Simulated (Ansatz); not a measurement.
# Run report: Ga96N96, single-point calculation (part 1 of 3)

Ga96N96 (192 atoms in the cell), computed with DFT, HSE06, PAW, plane waves (Ansatz 0.2.0).

The structure was built on a prototype by a generator.

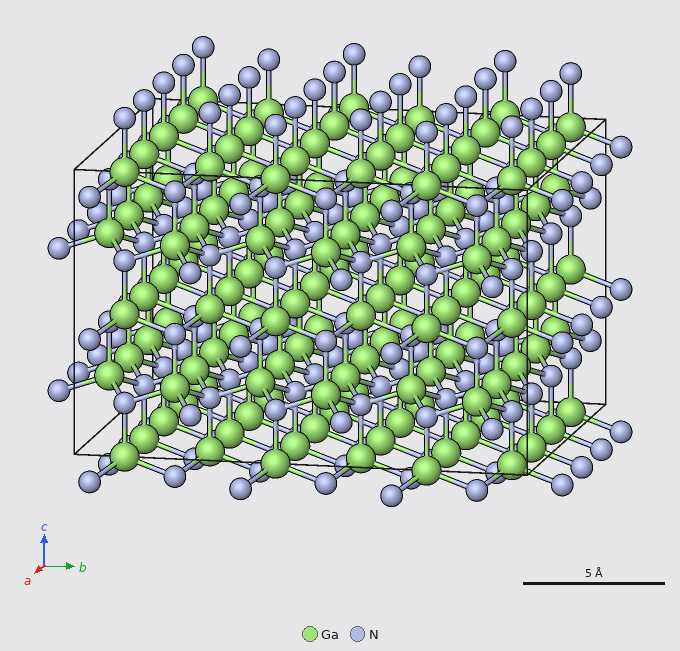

Figure 1. The input geometry (ball-and-stick view of the cell of the calculation, seen slightly off an axis; bonded neighbours outside the cell are drawn too).

## Input file
```yaml
crystal:
  lattice:
    - [12.715704, 0.000000, 0.000000]
    - [0.000000, 16.555537, 0.000000]
    - [0.000000, 0.000000, 10.371793]
  atoms:
    - { symbol: Ga, position: [0.125000, 0.055538, 0.249848] }
    - { symbol: Ga, position: [0.125000, 0.055538, 0.749848] }
    - { symbol: Ga, position: [0.000000, 0.222205, 0.249848] }
    - { symbol: Ga, position: [0.000000, 0.222205, 0.749848] }
    - { symbol: Ga, position: [0.375000, 0.055538, 0.249848] }
    - { symbol: Ga, position: [0.375000, 0.055538, 0.749848] }
    - { symbol: Ga, position: [0.250000, 0.222205, 0.249848] }
    - { symbol: Ga, position: [0.250000, 0.222205, 0.749848] }
    - { symbol: Ga, position: [0.125000, 0.388871, 0.249848] }
    - { symbol: Ga, position: [0.125000, 0.388871, 0.749848] }
    - { symbol: Ga, position: [0.000000, 0.555538, 0.249848] }
    - { symbol: Ga, position: [0.000000, 0.555538, 0.749848] }
    - { symbol: Ga, position: [0.625000, 0.055538, 0.249848] }
    - { symbol: Ga, position: [0.625000, 0.055538, 0.749848] }
    - { symbol: Ga, position: [0.500000, 0.222205, 0.249848] }
    - { symbol: Ga, position: [0.500000, 0.222205, 0.749848] }
    - { symbol: Ga, position: [0.375000, 0.388871, 0.249848] }
    - { symbol: Ga, position: [0.375000, 0.388871, 0.749848] }
    - { symbol: Ga, position: [0.250000, 0.555538, 0.249848] }
    - { symbol: Ga, position: [0.250000, 0.555538, 0.749848] }
    - { symbol: Ga, position: [0.125000, 0.722205, 0.249848] }
    - { symbol: Ga, position: [0.125000, 0.722205, 0.749848] }
    - { symbol: Ga, position: [0.000000, 0.888871, 0.249848] }
    - { symbol: Ga, position: [0.000000, 0.888871, 0.749848] }
    - { symbol: Ga, position: [0.875000, 0.055538, 0.249848] }
    - { symbol: Ga, position: [0.875000, 0.055538, 0.749848] }
    - { symbol: Ga, position: [0.750000, 0.222205, 0.249848] }
    - { symbol: Ga, position: [0.750000, 0.222205, 0.749848] }
    - { symbol: Ga, position: [0.625000, 0.388871, 0.249848] }
    - { symbol: Ga, position: [0.625000, 0.388871, 0.749848] }
    - { symbol: Ga, position: [0.500000, 0.555538, 0.249848] }
    - { symbol: Ga, position: [0.500000, 0.555538, 0.749848] }
    - { symbol: Ga, position: [0.375000, 0.722205, 0.249848] }
    - { symbol: Ga, position: [0.375000, 0.722205, 0.749848] }
    - { symbol: Ga, position: [0.250000, 0.888871, 0.249848] }
    - { symbol: Ga, position: [0.250000, 0.888871, 0.749848] }
    - { symbol: Ga, position: [0.875000, 0.388871, 0.249848] }
    - { symbol: Ga, position: [0.875000, 0.388871, 0.749848] }
    - { symbol: Ga, position: [0.750000, 0.555538, 0.249848] }
    - { symbol: Ga, position: [0.750000, 0.555538, 0.749848] }
    - { symbol: Ga, position: [0.625000, 0.722205, 0.249848] }
    - { symbol: Ga, position: [0.625000, 0.722205, 0.749848] }
    - { symbol: Ga, position: [0.500000, 0.888871, 0.249848] }
    - { symbol: Ga, position: [0.500000, 0.888871, 0.749848] }
    - { symbol: Ga, position: [0.875000, 0.722205, 0.249848] }
    - { symbol: Ga, position: [0.875000, 0.722205, 0.749848] }
    - { symbol: Ga, position: [0.750000, 0.888871, 0.249848] }
    - { symbol: Ga, position: [0.750000, 0.888871, 0.749848] }
    - { symbol: Ga, position: [0.000000, 0.111129, 0.499848] }
    - { symbol: Ga, position: [0.000000, 0.111129, 0.999848] }
    - { symbol: Ga, position: [0.250000, 0.111129, 0.499848] }
    - { symbol: Ga, position: [0.250000, 0.111129, 0.999848] }
    - { symbol: Ga, position: [0.125000, 0.277795, 0.499848] }
    - { symbol: Ga, position: [0.125000, 0.277795, 0.999848] }
    - { symbol: Ga, position: [0.000000, 0.444462, 0.499848] }
    - { symbol: Ga, position: [0.000000, 0.444462, 0.999848] }
    - { symbol: Ga, position: [0.500000, 0.111129, 0.499848] }
    - { symbol: Ga, position: [0.500000, 0.111129, 0.999848] }
    - { symbol: Ga, position: [0.375000, 0.277795, 0.499848] }
    - { symbol: Ga, position: [0.375000, 0.277795, 0.999848] }
    - { symbol: Ga, position: [0.250000, 0.444462, 0.499848] }
    - { symbol: Ga, position: [0.250000, 0.444462, 0.999848] }
    - { symbol: Ga, position: [0.125000, 0.611129, 0.499848] }
    - { symbol: Ga, position: [0.125000, 0.611129, 0.999848] }
    - { symbol: Ga, position: [0.000000, 0.777795, 0.499848] }
    - { symbol: Ga, position: [0.000000, 0.777795, 0.999848] }
    - { symbol: Ga, position: [0.750000, 0.111129, 0.499848] }
    - { symbol: Ga, position: [0.750000, 0.111129, 0.999848] }
    - { symbol: Ga, position: [0.625000, 0.277795, 0.499848] }
    - { symbol: Ga, position: [0.625000, 0.277795, 0.999848] }
    - { symbol: Ga, position: [0.500000, 0.444462, 0.499848] }
    - { symbol: Ga, position: [0.500000, 0.444462, 0.999848] }
    - { symbol: Ga, position: [0.375000, 0.611129, 0.499848] }
    - { symbol: Ga, position: [0.375000, 0.611129, 0.999848] }
    - { symbol: Ga, position: [0.250000, 0.777795, 0.499848] }
    - { symbol: Ga, position: [0.250000, 0.777795, 0.999848] }
    - { symbol: Ga, position: [0.125000, 0.944462, 0.499848] }
    - { symbol: Ga, position: [0.125000, 0.944462, 0.999848] }
    - { symbol: Ga, position: [0.875000, 0.277795, 0.499848] }
    - { symbol: Ga, position: [0.875000, 0.277795, 0.999848] }
    - { symbol: Ga, position: [0.750000, 0.444462, 0.499848] }
    - { symbol: Ga, position: [0.750000, 0.444462, 0.999848] }
    - { symbol: Ga, position: [0.625000, 0.611129, 0.499848] }
    - { symbol: Ga, position: [0.625000, 0.611129, 0.999848] }
    - { symbol: Ga, position: [0.500000, 0.777795, 0.499848] }
    - { symbol: Ga, position: [0.500000, 0.777795, 0.999848] }
    - { symbol: Ga, position: [0.375000, 0.944462, 0.499848] }
    - { symbol: Ga, position: [0.375000, 0.944462, 0.999848] }
    - { symbol: Ga, position: [0.875000, 0.611129, 0.499848] }
    - { symbol: Ga, position: [0.875000, 0.611129, 0.999848] }
    - { symbol: Ga, position: [0.750000, 0.777795, 0.499848] }
    - { symbol: Ga, position: [0.750000, 0.777795, 0.999848] }
    - { symbol: Ga, position: [0.625000, 0.944462, 0.499848] }
    - { symbol: Ga, position: [0.625000, 0.944462, 0.999848] }
    - { symbol: Ga, position: [0.875000, 0.944462, 0.499848] }
    - { symbol: Ga, position: [0.875000, 0.944462, 0.999848] }
    - { symbol: N, position: [0.000000, 0.111191, 0.188152] }
    - { symbol: N, position: [0.000000, 0.111191, 0.688152] }
    - { symbol: N, position: [0.250000, 0.111191, 0.188152] }
    - { symbol: N, position: [0.250000, 0.111191, 0.688152] }
    - { symbol: N, position: [0.125000, 0.277858, 0.188152] }
    - { symbol: N, position: [0.125000, 0.277858, 0.688152] }
    - { symbol: N, position: [0.000000, 0.444524, 0.188152] }
    - { symbol: N, position: [0.000000, 0.444524, 0.688152] }
    - { symbol: N, position: [0.500000, 0.111191, 0.188152] }
    - { symbol: N, position: [0.500000, 0.111191, 0.688152] }
    - { symbol: N, position: [0.375000, 0.277858, 0.188152] }
    - { symbol: N, position: [0.375000, 0.277858, 0.688152] }
    - { symbol: N, position: [0.250000, 0.444524, 0.188152] }
    - { symbol: N, position: [0.250000, 0.444524, 0.688152] }
    - { symbol: N, position: [0.125000, 0.611191, 0.188152] }
    - { symbol: N, position: [0.125000, 0.611191, 0.688152] }
    - { symbol: N, position: [0.000000, 0.777858, 0.188152] }
    - { symbol: N, position: [0.000000, 0.777858, 0.688152] }
    - { symbol: N, position: [0.750000, 0.111191, 0.188152] }
    - { symbol: N, position: [0.750000, 0.111191, 0.688152] }
    - { symbol: N, position: [0.625000, 0.277858, 0.188152] }
    - { symbol: N, position: [0.625000, 0.277858, 0.688152] }
    - { symbol: N, position: [0.500000, 0.444524, 0.188152] }
    - { symbol: N, position: [0.500000, 0.444524, 0.688152] }
    - { symbol: N, position: [0.375000, 0.611191, 0.188152] }
    - { symbol: N, position: [0.375000, 0.611191, 0.688152] }
    - { symbol: N, position: [0.250000, 0.777858, 0.188152] }
    - { symbol: N, position: [0.250000, 0.777858, 0.688152] }
    - { symbol: N, position: [0.125000, 0.944524, 0.188152] }
    - { symbol: N, position: [0.125000, 0.944524, 0.688152] }
    - { symbol: N, position: [0.875000, 0.277858, 0.188152] }
    - { symbol: N, position: [0.875000, 0.277858, 0.688152] }
    - { symbol: N, position: [0.750000, 0.444524, 0.188152] }
    - { symbol: N, position: [0.750000, 0.444524, 0.688152] }
    - { symbol: N, position: [0.625000, 0.611191, 0.188152] }
    - { symbol: N, position: [0.625000, 0.611191, 0.688152] }
    - { symbol: N, position: [0.500000, 0.777858, 0.188152] }
    - { symbol: N, position: [0.500000, 0.777858, 0.688152] }
    - { symbol: N, position: [0.375000, 0.944524, 0.188152] }
    - { symbol: N, position: [0.375000, 0.944524, 0.688152] }
    - { symbol: N, position: [0.875000, 0.611191, 0.188152] }
    - { symbol: N, position: [0.875000, 0.611191, 0.688152] }
    - { symbol: N, position: [0.750000, 0.777858, 0.188152] }
    - { symbol: N, position: [0.750000, 0.777858, 0.688152] }
    - { symbol: N, position: [0.625000, 0.944524, 0.188152] }
    - { symbol: N, position: [0.625000, 0.944524, 0.688152] }
    - { symbol: N, position: [0.875000, 0.944524, 0.188152] }
    - { symbol: N, position: [0.875000, 0.944524, 0.688152] }
    - { symbol: N, position: [0.125000, 0.055476, 0.438152] }
    - { symbol: N, position: [0.125000, 0.055476, 0.938152] }
    - { symbol: N, position: [0.000000, 0.222142, 0.438152] }
    - { symbol: N, position: [0.000000, 0.222142, 0.938152] }
    - { symbol: N, position: [0.375000, 0.055476, 0.438152] }
    - { symbol: N, position: [0.375000, 0.055476, 0.938152] }
    - { symbol: N, position: [0.250000, 0.222142, 0.438152] }
    - { symbol: N, position: [0.250000, 0.222142, 0.938152] }
    - { symbol: N, position: [0.125000, 0.388809, 0.438152] }
    - { symbol: N, position: [0.125000, 0.388809, 0.938152] }
    - { symbol: N, position: [0.000000, 0.555476, 0.438152] }
    - { symbol: N, position: [0.000000, 0.555476, 0.938152] }
    - { symbol: N, position: [0.625000, 0.055476, 0.438152] }
    - { symbol: N, position: [0.625000, 0.055476, 0.938152] }
    - { symbol: N, position: [0.500000, 0.222142, 0.438152] }
    - { symbol: N, position: [0.500000, 0.222142, 0.938152] }
    - { symbol: N, position: [0.375000, 0.388809, 0.438152] }
    - { symbol: N, position: [0.375000, 0.388809, 0.938152] }
    - { symbol: N, position: [0.250000, 0.555476, 0.438152] }
    - { symbol: N, position: [0.250000, 0.555476, 0.938152] }
    - { symbol: N, position: [0.125000, 0.722142, 0.438152] }
    - { symbol: N, position: [0.125000, 0.722142, 0.938152] }
    - { symbol: N, position: [0.000000, 0.888809, 0.438152] }
    - { symbol: N, position: [0.000000, 0.888809, 0.938152] }
    - { symbol: N, position: [0.875000, 0.055476, 0.438152] }
    - { symbol: N, position: [0.875000, 0.055476, 0.938152] }
    - { symbol: N, position: [0.750000, 0.222142, 0.438152] }
    - { symbol: N, position: [0.750000, 0.222142, 0.938152] }
    - { symbol: N, position: [0.625000, 0.388809, 0.438152] }
    - { symbol: N, position: [0.625000, 0.388809, 0.938152] }
    - { symbol: N, position: [0.500000, 0.555476, 0.438152] }
    - { symbol: N, position: [0.500000, 0.555476, 0.938152] }
    - { symbol: N, position: [0.375000, 0.722142, 0.438152] }
    - { symbol: N, position: [0.375000, 0.722142, 0.938152] }
    - { symbol: N, position: [0.250000, 0.888809, 0.438152] }
    - { symbol: N, position: [0.250000, 0.888809, 0.938152] }
    - { symbol: N, position: [0.875000, 0.388809, 0.438152] }
    - { symbol: N, position: [0.875000, 0.388809, 0.938152] }
    - { symbol: N, position: [0.750000, 0.555476, 0.438152] }
    - { symbol: N, position: [0.750000, 0.555476, 0.938152] }
    - { symbol: N, position: [0.625000, 0.722142, 0.438152] }
    - { symbol: N, position: [0.625000, 0.722142, 0.938152] }
    - { symbol: N, position: [0.500000, 0.888809, 0.438152] }
    - { symbol: N, position: [0.500000, 0.888809, 0.938152] }
    - { symbol: N, position: [0.875000, 0.722142, 0.438152] }
    - { symbol: N, position: [0.875000, 0.722142, 0.938152] }
    - { symbol: N, position: [0.750000, 0.888809, 0.438152] }
    - { symbol: N, position: [0.750000, 0.888809, 0.938152] }
kpoints:
  mp_grid: { grid: [1, 1, 1] }
hamiltonian:
  xc: hse06
scf:
  occupations: { method: fermi_dirac, width: 0.01 }
output:
  forces: true
  eigenvalues: true
  populations: true
  eigenstates: { kpoints: [[0, 0, 0]], e_range: [-6.0, 6.0], localisation: true }
```

Machine: 8 CPU threads, shared host.

## What the program printed
```
Pseudopotentials: kind: paw
Functional definition: HSE06
  parameter a = 0.25
  parameter omega = 0.11/bohr
  exchange = pbe_x - a*pbe_x_sr(omega) + a*exact_x_sr(omega)
  correlation = pbe_c
Crystal: 192 atoms, lattice volume = 2183.421 Å³
Basis set: ecut = 420 eV, 42691 PW (Γ), exchange–correlation on 180×240×144 points (8 copies of the dense FFT grid, shifted against one another)
Bands: 1056, of which v1, the nominal top of the filled ones, is band 864 counted from 1 (863 counted from 0)
Symmetry: 192 space group operations
Space group: Cmc21 (ITA 36), of the structure as read, at distance tolerance 1.3e-4 Å
k-points: 1
Non-local potential: Ga, projectors of the file, l = 0: 2, l = 1: 2, l = 2: 3, l = 3: 1
Non-local potential: N, projectors of the file, l = 0: 2, l = 1: 2, l = 2: 1
PAW form: soft (Blöchl's): semilocal exchange-correlation on the pseudo side does not see the compensation charge
PAW frozen core: Ga, regenerated for the run's functional, and the local potential with it (the file was generated under x = pbe(κ = 0.804, μ = 0.2195149727645171), c = pbe(β = 0.06672455060314922))
PAW frozen core: N, regenerated for the run's functional, and the local potential with it (the file was generated under x = pbe(κ = 0.804, μ = 0.2195149727645171), c = pbe(β = 0.06672455060314922))
PAW one-centre angular grid: Ga, 590 points (default); XC on 64 Gauss nodes
PAW one-centre angular grid: N, 110 points (default); XC on 64 Gauss nodes
Initial density: superposition of atomic densities (neutral atoms: chi_scale 0, normalization atom), corrected by the library's trained network
Initial wavefunctions: pseudopotential atomic-orbital guess
Functional: x = pbe(κ = 0.804, μ = 0.2195149727645171), c = pbe(β = 0.06672455060314922), warm-up for x = pbe(κ = 0.804, μ = 0.2195149727645171) + 0.25 (exact − pbe) at short range (hse, ω = 0.20786987370883472 Å⁻¹), c = pbe(β = 0.06672455060314922); HSE06 as pw.x's `hse` composes it (authors' and Libxc's form: `xc: wpbeh`)
```
